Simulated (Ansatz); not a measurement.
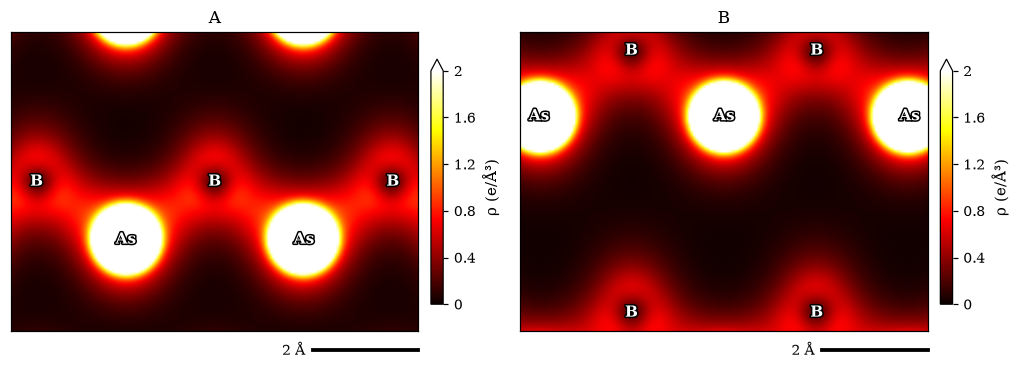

BAs. The valence pseudo-density of two cells that differ in size and shape, on the (11̄0) plane of each (indices in the axes of the calculation cell), at one length scale and on one colour scale; one has 12.5 and the other 15.3 Å³ an atom.

Method: DFT r2SCAN, scalar-relativistic, plane waves, PAW (Ansatz 0.2.0).

Core electrons are frozen (PAW), and the valence fields are smoothed inside the atomic spheres.

Which is the denser cell? Describe the effect of the change.

Panel A is the smaller cell, by 18 % in volume. From the larger cell to the smaller, B–As goes from 2.15 to 2.01 Å, and the density at its midpoint from 0.71 to 0.87 e/Å³; the pressure goes from −13 to 15 GPa; the Kohn–Sham gap goes from 1.5 eV to metallic.
